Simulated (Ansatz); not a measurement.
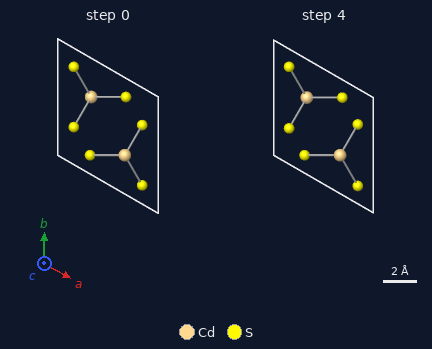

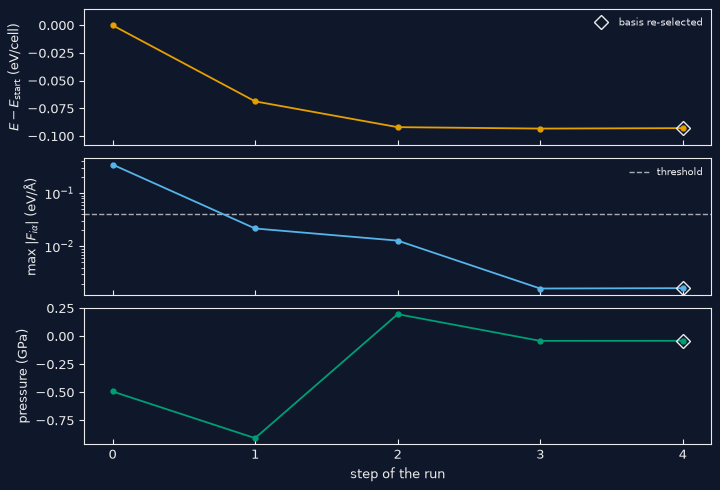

First and last geometry of a relaxation of crystalline CdS3 (a generated structure, set up in P6_3/mmc) (coarse preliminary run), with the history of the run. A ball-and-stick model of the cell of the calculation, seen along the c axis.

These are results of DFT PBE, scalar-relativistic, plane waves, PAW in Ansatz, not measurements.

Input file:
```yaml
crystal:
  lattice:
    - [7.1254259504, 0.0, 0.0]
    - [-3.5627129752, 6.1707998858, 0.0]
    - [0.0, 0.0, 3.5440864758]
  atoms:
    - { symbol: Cd, position: [0.6666666667, 0.3333333333, 0.25] }
    - { symbol: Cd, position: [0.3333333333, 0.6666666667, 0.75] }
    - { symbol: S, position: [0.1610043135, 0.3220086271, 0.25] }
    - { symbol: S, position: [0.8389956865, 0.1610043135, 0.75] }
    - { symbol: S, position: [0.6779913729, 0.8389956865, 0.25] }
    - { symbol: S, position: [0.8389956865, 0.6779913729, 0.75] }
    - { symbol: S, position: [0.1610043135, 0.8389956865, 0.25] }
    - { symbol: S, position: [0.3220086271, 0.1610043135, 0.75] }
basis:
  ecutwfc: 420
kpoints:
  mp_grid: { grid: [3, 3, 6] }
hamiltonian:
  xc: pbe
scf:
  occupations: { method: gaussian, width: 0.1 }
  lower_state_search: "off"
output:
  forces: true
  stress: true
  eigenvalues: true
relax:
  adjacent_minimum: "off"
  f_tol: 0.04
  max_steps: 70
  cell: { stress_tol: 0.4 }
```

Command:
```bash
ansatz run input.yaml --threads 1 --pin off --max-ram 2560MiB --backend cpu --events-out ev --progress --plain --runs-dir out
```

> What do the curves and the structures tell?

It converged. Over 3 accepted moves (4 points after the start) the energy falls by 92.7 meV per cell of the calculation. The largest force component goes from 0.35 to 0.0016 eV/Å. The pressure goes from −0.49 to −0.04 GPa. The SCF was repeated once at an unchanged geometry on a basis and grid sized afresh for the cell, which shifted the energy by 0.4 meV per cell of the calculation at most. The largest moves relative to the cell, 0.068 Å, are those of S3, S4, S5, S6, S7 and S8. S4 goes along [1 −1 0]. Cd stays in place. Cell: a = b 7.125 → 7.048 Å (−1.1 %), c 3.544 → 3.568 Å (+0.7 %). Volume −1.5 %. Near-neighbour distances that change, for instance: Cd1–S4 2.768 → 2.811 Å. The space group stays P6_3/mmc (No. 194). The run took 56 s on 1 thread of Arm Neoverse N1, on a shared host, peak memory 0.41 GiB.
